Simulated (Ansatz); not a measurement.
## Geometry relaxation, with input and output: Si₁₆C₁₅ (charge +1) (part 3 of 3)

Si₁₆C₁₅ (defect cell, 31 atoms in the cell, total charge +1); DFT LDA, scalar-relativistic, plane waves, PAW, spin-polarised (Ansatz 0.2.0); cutoff 420 eV, 2×2×2 k-mesh, Gaussian smearing of 0.01 eV, collinear spins. The structure derives from a Materials Project entry. It belongs to a series of runs on one base structure; here: C vacancy (site b), charge +1, atoms relaxed at the host's cell.

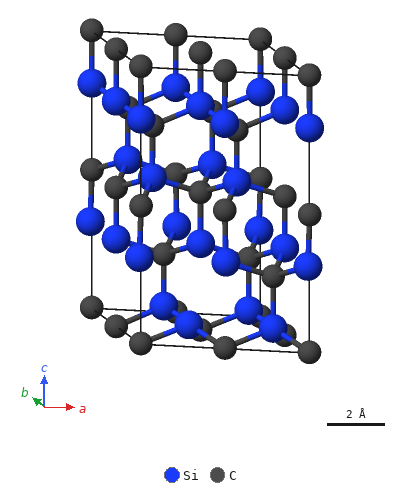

The geometry at step 5 of the log (ball-and-stick view of the cell of the calculation, seen slightly off an axis).

Trajectory as extended XYZ (Å, eV, eV/Å), 8 frames, from step=1 to step=8
```
31
Lattice="3.0584 -5.2973 0.0000 -6.1168 0.0000 0.0000 0.0000 0.0000 -10.0121" Properties=species:S:1:pos:R:3:forces:R:3 step=1 energy=-13398.12930
Si   -0.0246   -1.7824   -0.6615    0.4524   0.3141   0.7005
Si    1.5203   -4.4179   -0.6189   -0.1547  -0.0789   0.3046
Si   -3.0638   -1.7627   -0.6193   -0.0994   0.2147   0.3340
Si   -1.5303   -4.4179   -0.6190    0.1422  -0.1869   0.2406
Si   -1.5319   -0.8858   -5.6297   -0.1911   0.1306  -0.2079
Si   -0.0046   -3.5311   -5.6295   -0.0105  -0.2490  -0.1434
Si   -4.5938   -0.8860   -5.6293    0.1887   0.1426  -0.1910
Si   -3.0630   -3.5337   -5.6191    0.0060  -0.0330   0.0115
Si   -0.0141    0.0210   -3.1095    0.2340   0.2657  -0.4633
Si    1.5719   -2.6655   -3.1276   -0.0161  -0.2360  -0.2033
Si   -3.0628   -0.0020   -3.1306   -0.0510   0.1228  -0.4212
Si   -1.5993   -2.6608   -3.1243    0.2624  -0.4670  -0.3251
Si   -1.5288   -2.6471   -8.1384    0.2101   0.1422   0.3834
Si   -0.0048   -5.2987   -8.1247    0.0023  -0.0197   0.1243
Si   -4.5980   -2.6469   -8.1381   -0.2220   0.1420   0.3135
Si   -3.0630   -5.3046   -8.1382   -0.0067  -0.2807   0.3238
C     1.5098   -4.4251   -2.4923    0.0058   0.1226   0.0735
C    -3.0640   -1.7502   -2.4924   -0.1519   0.1472   0.1596
C    -1.5186   -4.4255   -2.4923   -0.2092   0.1282   0.0309
C    -1.5327   -0.8849   -7.5145    0.0285  -0.0288  -0.0513
C    -0.0049   -3.5316   -7.5144   -0.0087   0.0454  -0.0393
C    -4.5935   -0.8849   -7.5142   -0.0312  -0.0206  -0.0377
C    -3.0635   -3.5330   -7.5206    0.0122  -0.0181  -0.3422
C    -1.5299   -2.6483   -5.0019    0.1458   0.1507   0.3236
C    -0.0044   -5.2992   -5.0054    0.0055  -0.0134   0.1783
C    -4.5957   -2.6485   -5.0019   -0.1755   0.1249   0.2733
C    -3.0628   -5.3043   -5.0010   -0.0304  -0.2871   0.4256
C    -0.0050   -0.0041  -10.0268   -0.0488  -0.2337  -0.5719
C     1.5208   -2.6481  -10.0270   -0.1739   0.0394  -0.5297
C    -3.0635   -0.0013   -9.9985    0.0076  -0.0033  -0.2777
C    -1.5316   -2.6482  -10.0275   -0.1224  -0.0768  -0.3961
31
Lattice="3.0584 -5.2973 0.0000 -6.1168 0.0000 0.0000 0.0000 0.0000 -10.0121" Properties=species:S:1:pos:R:3:forces:R:3 step=2 energy=-13398.18889
Si   -0.0134   -1.7761   -0.6217    0.2201   0.1515   0.2740
Si    1.5156   -4.4208   -0.6129   -0.0538  -0.0248   0.0710
Si   -3.0647   -1.7580   -0.6124   -0.0015   0.0651   0.0730
Si   -1.5270   -4.4215   -0.6126    0.0572  -0.0282   0.0653
Si   -1.5390   -0.8843   -5.6371   -0.0344   0.0193  -0.0148
Si   -0.0062   -3.5365   -5.6333    0.0014  -0.0470  -0.0205
Si   -4.5902   -0.8843   -5.6360    0.0362   0.0192  -0.0198
Si   -3.0643   -3.5359   -5.6238    0.0022   0.0050   0.0007
Si   -0.0094    0.0430   -3.1254    0.1114   0.0024  -0.2162
Si    1.5781   -2.6698   -3.1318   -0.1106  -0.0469  -0.0575
Si   -3.0641    0.0033   -3.1373    0.0013  -0.0100  -0.1535
Si   -1.5969   -2.6682   -3.1305    0.2453  -0.1534  -0.1298
Si   -1.5259   -2.6467   -8.1338    0.0086   0.0058   0.1966
Si   -0.0063   -5.3002   -8.1237    0.0015   0.0015   0.0299
Si   -4.6036   -2.6466   -8.1339   -0.0027   0.0026   0.1939
Si   -3.0646   -5.3137   -8.1358   -0.0003   0.0006   0.2097
C     1.5091   -4.4230   -2.4885    0.0345   0.0800  -0.0235
C    -3.0618   -1.7457   -2.4894   -0.1161   0.0762   0.0639
C    -1.5181   -4.4223   -2.4870   -0.1576   0.0602  -0.0777
C    -1.5358   -0.8866   -7.5178    0.0308  -0.0213  -0.0047
C    -0.0064   -3.5343   -7.5150    0.0007   0.0425  -0.0164
C    -4.5936   -0.8866   -7.5169   -0.0309  -0.0213  -0.0132
C    -3.0647   -3.5369   -7.5318    0.0046  -0.0021  -0.1324
C    -1.5282   -2.6460   -5.0026    0.0214   0.0257   0.1486
C    -0.0059   -5.2996   -5.0056   -0.0038   0.0110   0.0442
C    -4.6002   -2.6466   -5.0021   -0.0382   0.0270   0.1189
C    -3.0647   -5.3117   -5.0057   -0.0041  -0.0533   0.2808
C    -0.0060    0.0003  -10.0295   -0.0091  -0.3098  -0.3054
C     1.5258   -2.6524  -10.0277   -0.2361   0.1162  -0.2672
C    -3.0640   -0.0017   -9.9977   -0.0065  -0.0012  -0.1310
C    -1.5339   -2.6501  -10.0293    0.0298   0.0073  -0.1862
31
Lattice="3.0584 -5.2973 0.0000 -6.1168 0.0000 0.0000 0.0000 0.0000 -10.0121" Properties=species:S:1:pos:R:3:forces:R:3 step=3 energy=-13398.20736
Si   -0.0060   -1.7709   -0.6036   -0.0033  -0.0061   0.0923
Si    1.5135   -4.4228   -0.6148   -0.0049  -0.0048  -0.0279
Si   -3.0644   -1.7572   -0.6138    0.0014   0.0045  -0.0297
Si   -1.5259   -4.4230   -0.6146    0.0047  -0.0030  -0.0249
Si   -1.5399   -0.8831   -5.6350   -0.0014  -0.0027   0.0285
Si   -0.0067   -3.5372   -5.6340    0.0015  -0.0035   0.0204
Si   -4.5906   -0.8831   -5.6353    0.0037  -0.0031   0.0257
Si   -3.0651   -3.5342   -5.6214    0.0029   0.0035   0.0517
Si   -0.0065    0.0480   -3.1314   -0.0016  -0.0065  -0.0405
Si    1.5649   -2.6707   -3.1306    0.0161   0.0124  -0.0087
Si   -3.0648    0.0001   -3.1416    0.0005  -0.0121  -0.0283
Si   -1.5778   -2.6722   -3.1301   -0.0146   0.0237  -0.0154
Si   -1.5250   -2.6461   -8.1287    0.0076   0.0023   0.0234
Si   -0.0061   -5.3000   -8.1258   -0.0024   0.0021  -0.0032
Si   -4.6034   -2.6463   -8.1292   -0.0106   0.0046   0.0284
Si   -3.0647   -5.3130   -8.1301    0.0012  -0.0096   0.0292
C     1.5076   -4.4223   -2.4921    0.0333   0.0056  -0.0041
C    -3.0643   -1.7474   -2.4904   -0.0032  -0.0420  -0.0221
C    -1.5207   -4.4234   -2.4918   -0.0288   0.0090  -0.0038
C    -1.5352   -0.8862   -7.5157    0.0040  -0.0046  -0.0143
C    -0.0058   -3.5337   -7.5148   -0.0032   0.0058  -0.0163
C    -4.5942   -0.8864   -7.5162   -0.0023  -0.0017  -0.0096
C    -3.0642   -3.5359   -7.5353   -0.0034   0.0051  -0.0164
C    -1.5263   -2.6448   -4.9980   -0.0007  -0.0063  -0.0029
C    -0.0070   -5.2991   -5.0068    0.0048   0.0031  -0.0012
C    -4.6037   -2.6447   -4.9985   -0.0010  -0.0026   0.0022
C    -3.0652   -5.3120   -4.9988    0.0008   0.0108   0.0196
C    -0.0063   -0.0084  -10.0367   -0.0006  -0.0122  -0.0459
C     1.5202   -2.6503  -10.0345   -0.0176   0.0127  -0.0354
C    -3.0646   -0.0026  -10.0048    0.0017   0.0028   0.0679
C    -1.5321   -2.6503  -10.0342    0.0153   0.0127  -0.0382
31
Lattice="3.0584 -5.2973 0.0000 -6.1168 0.0000 0.0000 0.0000 0.0000 -10.0121" Properties=species:S:1:pos:R:3:forces:R:3 step=4 energy=-13398.20861
Si   -0.0070   -1.7708   -0.5894    0.0033  -0.0060   0.0106
Si    1.5130   -4.4233   -0.6179   -0.0127  -0.0056   0.0035
Si   -3.0652   -1.7566   -0.6171    0.0013   0.0132   0.0015
Si   -1.5258   -4.4230   -0.6181    0.0125  -0.0070   0.0042
Si   -1.5388   -0.8831   -5.6348   -0.0022  -0.0024   0.0012
Si   -0.0062   -3.5373   -5.6340   -0.0007   0.0019   0.0044
Si   -4.5899   -0.8834   -5.6346   -0.0004  -0.0012   0.0012
Si   -3.0646   -3.5336   -5.6169   -0.0010   0.0023   0.0011
Si   -0.0054    0.0447   -3.1334   -0.0029  -0.0097  -0.0075
Si    1.5641   -2.6710   -3.1302   -0.0067   0.0206  -0.0154
Si   -3.0645   -0.0005   -3.1444   -0.0001  -0.0028   0.0114
Si   -1.5766   -2.6699   -3.1305    0.0113   0.0084  -0.0088
Si   -1.5267   -2.6464   -8.1272    0.0041   0.0023   0.0026
Si   -0.0064   -5.2998   -8.1269    0.0002  -0.0001   0.0150
Si   -4.6035   -2.6465   -8.1273   -0.0024   0.0018   0.0018
Si   -3.0647   -5.3115   -8.1280   -0.0011  -0.0056   0.0034
C     1.5094   -4.4240   -2.4942    0.0031   0.0041  -0.0014
C    -3.0649   -1.7487   -2.4932   -0.0012  -0.0051  -0.0002
C    -1.5210   -4.4230   -2.4944   -0.0055   0.0025  -0.0009
C    -1.5350   -0.8861   -7.5167   -0.0027   0.0011   0.0066
C    -0.0066   -3.5334   -7.5159    0.0002  -0.0017   0.0045
C    -4.5944   -0.8863   -7.5165    0.0024   0.0021   0.0046
C    -3.0651   -3.5353   -7.5319    0.0023  -0.0028  -0.0233
C    -1.5252   -2.6443   -4.9980   -0.0080  -0.0079  -0.0060
C    -0.0059   -5.2993   -5.0084   -0.0012   0.0022   0.0000
C    -4.6041   -2.6446   -4.9977    0.0094  -0.0079  -0.0069
C    -3.0642   -5.3119   -4.9986   -0.0013   0.0045  -0.0026
C    -0.0063   -0.0068  -10.0373   -0.0013  -0.0105  -0.0108
C     1.5203   -2.6507  -10.0354   -0.0081   0.0042  -0.0009
C    -3.0649   -0.0024  -10.0041    0.0001   0.0013   0.0077
C    -1.5340   -2.6506  -10.0352    0.0095   0.0037  -0.0004
31
Lattice="3.0584 -5.2973 0.0000 -6.1168 0.0000 0.0000 0.0000 0.0000 -10.0121" Properties=species:S:1:pos:R:3:forces:R:3 step=5 energy=-13398.20861
Si   -0.0070   -1.7708   -0.5894    0.0033  -0.0060   0.0106
Si    1.5130   -4.4233   -0.6179   -0.0125  -0.0055   0.0034
Si   -3.0652   -1.7566   -0.6171    0.0013   0.0131   0.0014
Si   -1.5258   -4.4230   -0.6181    0.0123  -0.0069   0.0041
Si   -1.5388   -0.8831   -5.6348   -0.0022  -0.0024   0.0013
Si   -0.0062   -3.5373   -5.6340   -0.0008   0.0019   0.0045
Si   -4.5899   -0.8834   -5.6346   -0.0005  -0.0012   0.0014
Si   -3.0646   -3.5336   -5.6169   -0.0010   0.0023   0.0013
Si   -0.0054    0.0447   -3.1334   -0.0030  -0.0096  -0.0076
Si    1.5641   -2.6710   -3.1302   -0.0066   0.0207  -0.0154
Si   -3.0645   -0.0005   -3.1444    0.0000  -0.0029   0.0114
Si   -1.5766   -2.6699   -3.1305    0.0112   0.0084  -0.0088
Si   -1.5267   -2.6464   -8.1272    0.0041   0.0023   0.0025
Si   -0.0064   -5.2998   -8.1269    0.0002  -0.0001   0.0151
Si   -4.6035   -2.6465   -8.1273   -0.0024   0.0018   0.0017
Si   -3.0647   -5.3115   -8.1280   -0.0011  -0.0056   0.0033
C     1.5094   -4.4240   -2.4942    0.0031   0.0040  -0.0014
C    -3.0649   -1.7487   -2.4932   -0.0012  -0.0051  -0.0002
C    -1.5210   -4.4230   -2.4944   -0.0055   0.0025  -0.0009
C    -1.5350   -0.8861   -7.5167   -0.0027   0.0011   0.0065
C    -0.0066   -3.5334   -7.5159    0.0002  -0.0017   0.0044
C    -4.5944   -0.8863   -7.5165    0.0024   0.0022   0.0045
C    -3.0651   -3.5353   -7.5319    0.0023  -0.0028  -0.0233
C    -1.5252   -2.6443   -4.9980   -0.0080  -0.0079  -0.0061
C    -0.0059   -5.2993   -5.0084   -0.0012   0.0021  -0.0001
C    -4.6041   -2.6446   -4.9977    0.0094  -0.0079  -0.0070
C    -3.0642   -5.3119   -4.9986   -0.0013   0.0044  -0.0027
C    -0.0063   -0.0068  -10.0373   -0.0013  -0.0104  -0.0107
C     1.5203   -2.6507  -10.0354   -0.0080   0.0042  -0.0008
C    -3.0649   -0.0024  -10.0041    0.0001   0.0013   0.0078
C    -1.5340   -2.6506  -10.0352    0.0094   0.0037  -0.0003
31
Lattice="3.0584 -5.2973 0.0000 -6.1168 0.0000 0.0000 0.0000 0.0000 -10.0121" Properties=species:S:1:pos:R:3:forces:R:3 step=6 energy=-13398.20877
Si   -0.0066   -1.7715   -0.5877   -0.0003  -0.0050   0.0017
Si    1.5125   -4.4235   -0.6179    0.0016   0.0011  -0.0022
Si   -3.0649   -1.7561   -0.6170   -0.0002  -0.0028  -0.0032
Si   -1.5252   -4.4235   -0.6179   -0.0015   0.0007  -0.0015
Si   -1.5393   -0.8834   -5.6344    0.0000  -0.0001   0.0017
Si   -0.0063   -3.5373   -5.6336   -0.0005   0.0011   0.0015
Si   -4.5900   -0.8834   -5.6345   -0.0008   0.0009   0.0012
Si   -3.0647   -3.5338   -5.6181    0.0000   0.0008  -0.0008
Si   -0.0060    0.0448   -3.1342    0.0001  -0.0019  -0.0018
Si    1.5636   -2.6690   -3.1316    0.0042   0.0096   0.0067
Si   -3.0646   -0.0001   -3.1438    0.0006  -0.0026   0.0058
Si   -1.5758   -2.6690   -3.1313   -0.0052   0.0101   0.0061
Si   -1.5263   -2.6466   -8.1269   -0.0018  -0.0013  -0.0026
Si   -0.0063   -5.3000   -8.1253   -0.0003   0.0008   0.0004
Si   -4.6035   -2.6466   -8.1270    0.0017  -0.0011  -0.0031
Si   -3.0647   -5.3124   -8.1281   -0.0003   0.0019  -0.0008
C     1.5093   -4.4226   -2.4946   -0.0013  -0.0012   0.0032
C    -3.0647   -1.7484   -2.4935    0.0013   0.0012   0.0030
C    -1.5215   -4.4225   -2.4946    0.0001  -0.0022   0.0029
C    -1.5351   -0.8864   -7.5160   -0.0006   0.0003  -0.0008
C    -0.0065   -3.5336   -7.5152    0.0010   0.0002  -0.0006
C    -4.5944   -0.8865   -7.5160    0.0004   0.0007  -0.0015
C    -3.0649   -3.5359   -7.5338    0.0006  -0.0032  -0.0012
C    -1.5258   -2.6448   -4.9988   -0.0012  -0.0030  -0.0031
C    -0.0062   -5.2992   -5.0080   -0.0005  -0.0003  -0.0030
C    -4.6036   -2.6448   -4.9989    0.0018  -0.0034  -0.0030
C    -3.0646   -5.3117   -4.9992    0.0003  -0.0018   0.0014
C    -0.0063   -0.0076  -10.0380   -0.0006  -0.0013  -0.0049
C     1.5205   -2.6507  -10.0352    0.0003   0.0009   0.0024
C    -3.0648   -0.0024  -10.0026   -0.0001   0.0001  -0.0053
C    -1.5335   -2.6507  -10.0349    0.0010   0.0008   0.0015
31
Lattice="3.0584 -5.2973 0.0000 -6.1168 0.0000 0.0000 0.0000 0.0000 -10.0121" Properties=species:S:1:pos:R:3:forces:R:3 step=7 energy=-13398.20881
Si   -0.0065   -1.7724   -0.5871   -0.0001  -0.0045  -0.0031
Si    1.5126   -4.4236   -0.6181    0.0008   0.0005   0.0003
Si   -3.0648   -1.7561   -0.6169    0.0003  -0.0022   0.0000
Si   -1.5253   -4.4237   -0.6180   -0.0006   0.0012   0.0008
Si   -1.5394   -0.8835   -5.6344   -0.0007  -0.0006  -0.0002
Si   -0.0063   -3.5372   -5.6334    0.0004   0.0013   0.0002
Si   -4.5900   -0.8835   -5.6345    0.0008  -0.0010  -0.0001
Si   -3.0647   -3.5341   -5.6183   -0.0004   0.0025  -0.0006
Si   -0.0061    0.0450   -3.1344   -0.0003   0.0002  -0.0056
Si    1.5638   -2.6677   -3.1313    0.0048   0.0067   0.0042
Si   -3.0646    0.0005   -3.1434    0.0007  -0.0021  -0.0010
Si   -1.5761   -2.6679   -3.1310   -0.0060   0.0090   0.0028
Si   -1.5263   -2.6469   -8.1270   -0.0008  -0.0006  -0.0003
Si   -0.0063   -5.3001   -8.1253   -0.0001   0.0010  -0.0007
Si   -4.6033   -2.6469   -8.1271    0.0007  -0.0006  -0.0001
Si   -3.0648   -5.3128   -8.1285    0.0000   0.0012   0.0020
C     1.5094   -4.4218   -2.4946   -0.0005  -0.0016  -0.0004
C    -3.0646   -1.7476   -2.4930    0.0006   0.0012  -0.0018
C    -1.5217   -4.4219   -2.4945    0.0001  -0.0020  -0.0003
C    -1.5352   -0.8867   -7.5161    0.0001   0.0000  -0.0008
C    -0.0064   -3.5337   -7.5151    0.0004   0.0007   0.0004
C    -4.5943   -0.8867   -7.5162   -0.0002  -0.0001  -0.0007
C    -3.0648   -3.5364   -7.5342    0.0001  -0.0028   0.0032
C    -1.5261   -2.6449   -4.9988    0.0007  -0.0016  -0.0018
C    -0.0063   -5.2991   -5.0079   -0.0001  -0.0006  -0.0007
C    -4.6034   -2.6449   -4.9989   -0.0005  -0.0017  -0.0023
C    -3.0647   -5.3119   -4.9992    0.0002  -0.0029   0.0037
C    -0.0064   -0.0082  -10.0387    0.0000  -0.0005  -0.0022
C     1.5207   -2.6510  -10.0350    0.0009  -0.0003   0.0040
C    -3.0647   -0.0025  -10.0027   -0.0002   0.0006  -0.0024
C    -1.5335   -2.6510  -10.0349   -0.0012  -0.0006   0.0033
31
Lattice="3.0584 -5.2973 0.0000 -6.1168 0.0000 0.0000 0.0000 0.0000 -10.0121" Properties=species:S:1:pos:R:3:forces:R:3 step=8 energy=-13398.20882
Si   -0.0063   -1.7752   -0.5864    0.0017   0.0072  -0.0057
Si    1.5129   -4.4241   -0.6186    0.0015  -0.0021   0.0027
Si   -3.0646   -1.7564   -0.6164    0.0009   0.0005   0.0072
Si   -1.5255   -4.4243   -0.6185   -0.0011  -0.0005   0.0017
Si   -1.5398   -0.8838   -5.6346   -0.0003   0.0011  -0.0039
Si   -0.0063   -3.5369   -5.6329    0.0008  -0.0005  -0.0021
Si   -4.5899   -0.8837   -5.6347    0.0017  -0.0007  -0.0032
Si   -3.0648   -3.5344   -5.6184   -0.0001   0.0004  -0.0012
Si   -0.0064    0.0460   -3.1356    0.0005   0.0070  -0.0015
Si    1.5648   -2.6639   -3.1305   -0.0044  -0.0128  -0.0010
Si   -3.0647    0.0024   -3.1431   -0.0003   0.0061  -0.0080
Si   -1.5773   -2.6643   -3.1304    0.0054  -0.0113  -0.0030
Si   -1.5264   -2.6480   -8.1267    0.0008   0.0018   0.0015
Si   -0.0063   -5.3003   -8.1253    0.0004  -0.0001  -0.0040
Si   -4.6028   -2.6479   -8.1267   -0.0007   0.0013   0.0024
Si   -3.0648   -5.3142   -8.1292    0.0005  -0.0008   0.0015
C     1.5096   -4.4197   -2.4949    0.0013  -0.0002  -0.0045
C    -3.0645   -1.7450   -2.4922   -0.0021   0.0010  -0.0036
C    -1.5223   -4.4201   -2.4948   -0.0008   0.0007  -0.0043
C    -1.5355   -0.8875   -7.5164    0.0008  -0.0005  -0.0004
C    -0.0062   -3.5341   -7.5147   -0.0011   0.0010   0.0010
C    -4.5941   -0.8874   -7.5165   -0.0005  -0.0013   0.0007
C    -3.0646   -3.5382   -7.5343   -0.0009   0.0025   0.0061
C    -1.5266   -2.6450   -4.9989    0.0033   0.0029   0.0045
C    -0.0064   -5.2989   -5.0079    0.0007  -0.0013   0.0043
C    -4.6028   -2.6449   -4.9990   -0.0042   0.0035   0.0035
C    -3.0649   -5.3125   -4.9996   -0.0002  -0.0008   0.0038
C    -0.0064   -0.0100  -10.0403    0.0008  -0.0008   0.0038
C     1.5214   -2.6521  -10.0341    0.0013  -0.0017  -0.0013
C    -3.0647   -0.0026  -10.0030   -0.0002   0.0007   0.0032
C    -1.5337   -2.6522  -10.0341   -0.0054  -0.0024  -0.0001
```

Results in brief

| quantity | value |
| --- | --- |
| outcome | converged |
| electrons treated | 123 |
| free energy | −13398.2088 eV |
| Fermi energy | 10.123 eV |
| gap on the k-point mesh | none (metallic) |
| net moment of the cell | 0.25 μB |
| integrated absolute moment | 0.27 μB |
| final volume | 324.42 Å³ |
| largest force (length of the vector) at the end | 0.014 eV/Å |
| hardware | 4 threads of Arm Neoverse N1, 98 GiB of memory available, shared host |
| wall time | 2.3 min (CPU time 8.9 min) |
| peak memory | 1.2 GiB |

The k-point mesh is coarse for a cell of this size, so the results may not be converged.
